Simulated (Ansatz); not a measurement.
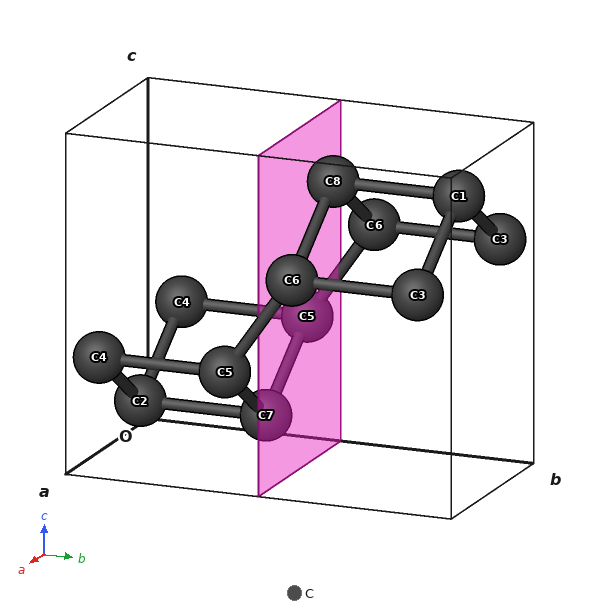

For C, the geometry relaxed with Ansatz 0.2.0, DFT PBE, scalar-relativistic, plane waves, PAW; the starting structure was generated, so it need not be a known form of this composition: the shaded plane is a symmetry element of the crystal. Symmetry computed with spglib at a tolerance of 0.002 Å; standard conventional cell.

a = 2.547 Å, b = 4.940 Å, c = 4.204 Å, α = 90.00°, β = 90.00°, γ = 90.00°.

```tsv
atom	x	y	z
C1	0.5000	0.9129	0.8542
C2	0.5000	0.0871	0.1458
C3	0.0000	0.9129	0.6458
C4	0.0000	0.0871	0.3542
C5	0.0000	0.4129	0.3542
C6	0.0000	0.5871	0.6458
C7	0.5000	0.4129	0.1458
C8	0.5000	0.5871	0.8542
```

**Is it a mirror or a glide plane, and what is the operation?**

It is a glide plane with glide vector (1/2, 0, 1/2), parallel to (0 1 0), through (1/2, 1/2, 1/2): x, y, z → x+1/2, −y+1, z+1/2.

**Onto which atom does it carry each atom (up to whole multiples of a, b and c)?**

C1 → C4, C2 → C3, C3 → C2, C4 → C1, C5 → C8, C6 → C7, C7 → C6, C8 → C5.
